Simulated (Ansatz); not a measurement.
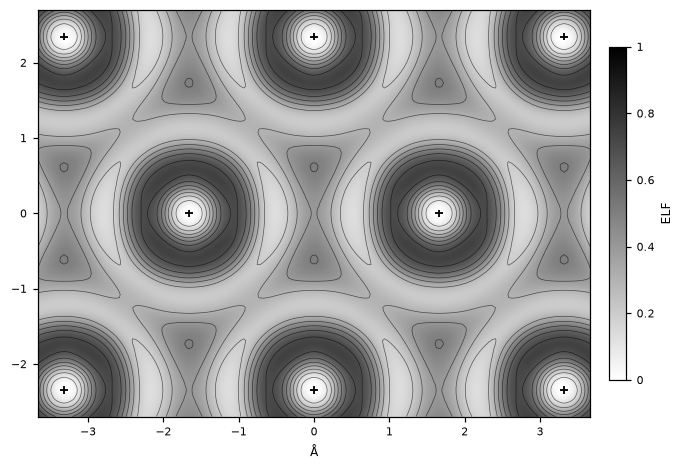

The ELF on a plane through atoms (crosses mark nuclei in the plane).

All numbers below come from DFT PBE, scalar-relativistic, plane waves, PAW in Ansatz 0.2.0.

Candidates:
A. Ta, a = 3.32 Å, b = 3.32 Å, c = 3.32 Å, α = 90.00°, β = 90.00°, γ = 90.00°. Space group Im-3m; computed without spin polarisation.
B. Si, a = 7.74 Å, b = 7.74 Å, c = 7.74 Å, α = 60.00°, β = 60.00°, γ = 60.00°. Space group Fd-3m.

> Which candidate gave the map?

Candidate A: Ta on the (011) plane of the conventional cell, which holds Ta. Ta–Ta (2.87 Å): the ELF is about 0.30 at the midpoint: no localised pair shows between them.
